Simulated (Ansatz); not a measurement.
**CdSe: density, localisation and related maps**

Input file:

```
crystal:
  lattice:
    - [3.8857809826, 0.0, 0.0]
    - [0.0, 3.8041839948, 0.0]
    - [0.0, 0.0, 8.4757607111]
  atoms:
    - { symbol: Cd, position: [0.75, 0.0, 0.7508462715] }
    - { symbol: Cd, position: [0.25, 0.0, 0.2491537285] }
    - { symbol: Se, position: [0.75, 0.5, 0.2494097391] }
    - { symbol: Se, position: [0.25, 0.5, 0.7505902609] }
basis:
  ecutwfc: 420
kpoints:
  mp_grid: { grid: [12, 12, 6] }
hamiltonian:
  xc: pbe
scf:
  occupations: { method: gaussian, width: 0.1 }
output:
  forces: true
  stress: true
  eigenvalues: true
  write_density: true
  write_potential: true
  elf: true
  volumetric_format: npy
relax:
  adjacent_minimum: "off"
  f_tol: 0.01
  max_steps: 80
  cell: { stress_tol: 0.05 }
```

Command:

```sh
ansatz run input.yaml --threads 1 --pin off --max-ram 2560MiB --backend cpu --events-out ev --progress --plain --runs-dir out
```

Below, planes, directions and counts refer to the standardised cell (a = 3.88 Å, b = 8.48 Å, c = 3.81 Å, α = 90.00°, β = 90.00°, γ = 90.00°).

The fields are those of the run's last geometry, not of the input's.

Space group Pmma; started from the AuCd (B19)_51 prototype, which need not be the ambient phase.

These are results of Ansatz 0.2.0, DFT PBE, scalar-relativistic, plane waves, PAW, not measurements.

Core electrons are frozen (PAW), and the valence fields are smoothed inside the atomic spheres.

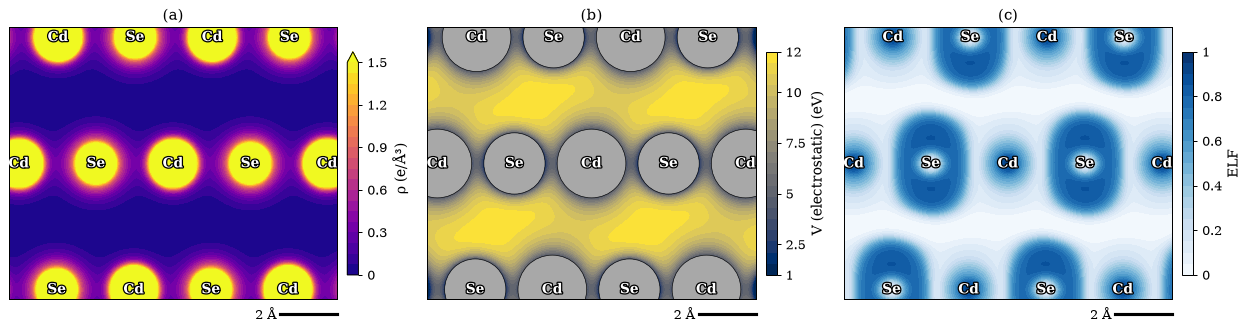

Figure 1. (a) valence charge density (pseudo); (b) electrostatic potential energy of an electron; (c) ELF on the (111) plane of the standardised cell. Grey discs cover the atomic cores in the potential map.

**What does the map show?**

Atoms in the plane: Cd and Se. Cd–Se (2.72 Å): the density is about 0.32 e/Å³ at the midpoint; the ELF is about 0.35 at the midpoint and 0.15 at its lowest between the atoms. Between the atoms the lowest density in this plane is 0.01 e/Å³. The features right at Cd lie inside the PAW spheres, where the map follows smoothed inner orbitals and isn't to be read closely. Outside the cores the potential energy rises away from the atoms and is highest about 2.3 Å from the nearest atoms; its zero is arbitrary.

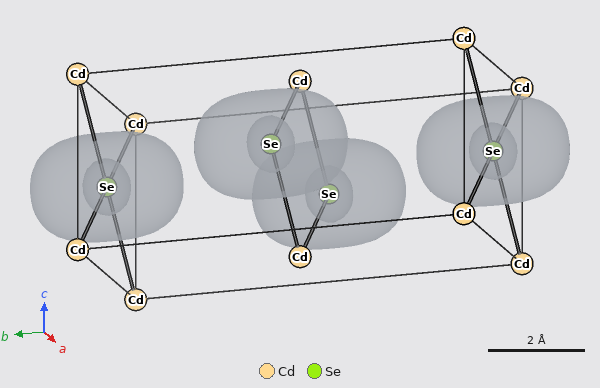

Figure 2. Isosurface of the electron localisation function at 0.65 (grey), seen at an oblique angle. Core shells and regions of very low density are left out. Sticks mark near contacts.

**Where are the electrons localised?**

The ELF exceeds this value in two regions wrapped around Se (the valence shell of each), counted in one cell of 4 atoms. Regions shared between cells count once.

**Does the calculation give a band gap?**

It is gapless in this calculation (a metal or semimetal).
